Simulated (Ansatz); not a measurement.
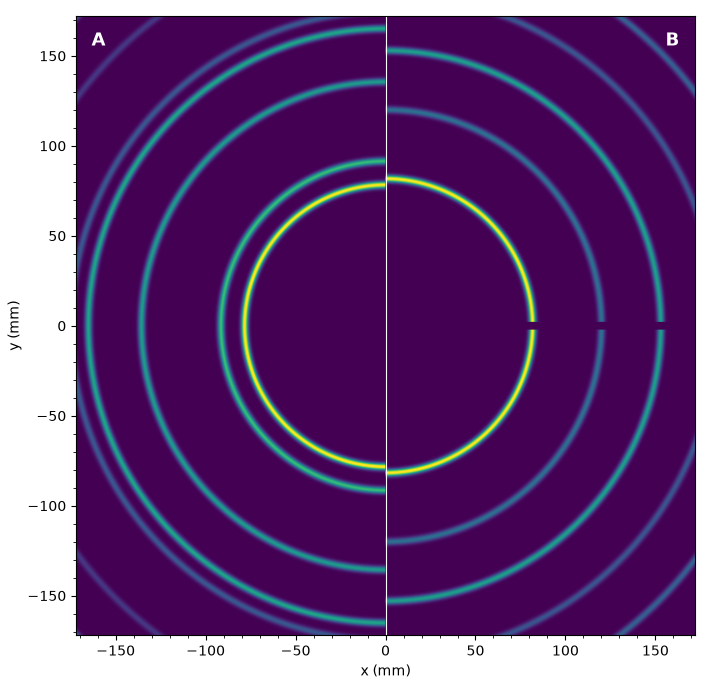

Simulated X-ray powder rings on a flat area detector normal to the beam: λ = 0.7107 Å, sample-to-detector distance 260 mm, axes in mm from the beam centre, for a fine-grained powder without texture. Kinematic intensities with B = 0.3 Å² for all atoms, without absorption; brightness goes as intensity to the power 0.6, clipped at the top. Reflections closer than the ring width show as one ring. The left and right halves show two different samples, each scaled to its strongest ring.

Structure 1:
```
CELL_PARAMETERS angstrom
3.31207 0.00000 0.00000
0.00000 3.31207 0.00000
0.00000 0.00000 3.31207
ATOMIC_POSITIONS crystal
Ta 0.00000 0.00000 0.00000
Ta 0.50000 0.50000 0.50000
```

Structure 2:
```yaml
crystal:
  lattice:
    - [4.22166, 0.00000, 0.00000]
    - [0.00000, 4.22166, 0.00000]
    - [0.00000, 0.00000, 4.22166]
  atoms:
    - { symbol: Ta, position: [0.00000, 0.00000, 0.00000] }
    - { symbol: Ta, position: [0.00000, 0.50000, 0.50000] }
    - { symbol: Ta, position: [0.50000, 0.00000, 0.50000] }
    - { symbol: Ta, position: [0.50000, 0.50000, 0.00000] }
```

Origins: 1, the input geometry of an electronic-structure calculation (not necessarily at equilibrium); 2, the input geometry of an electronic-structure calculation (not necessarily at equilibrium); the starting structure was generated, so it need not be a known form of this composition.

Question: Which structure gives which half?

Answer: Half A is structure 2 (Ta): 111 at 78.3 mm (d = 2.44 Å), 200 at 91.5 mm (d = 2.11 Å), 220 at 135.6 mm (d = 1.493 Å), 311 at 165.1 mm (d = 1.273 Å).
Half B is structure 1 (Ta): 110 at 81.8 mm (d = 2.34 Å), 200 at 120.0 mm (d = 1.656 Å), 211 at 153.0 mm (d = 1.352 Å).
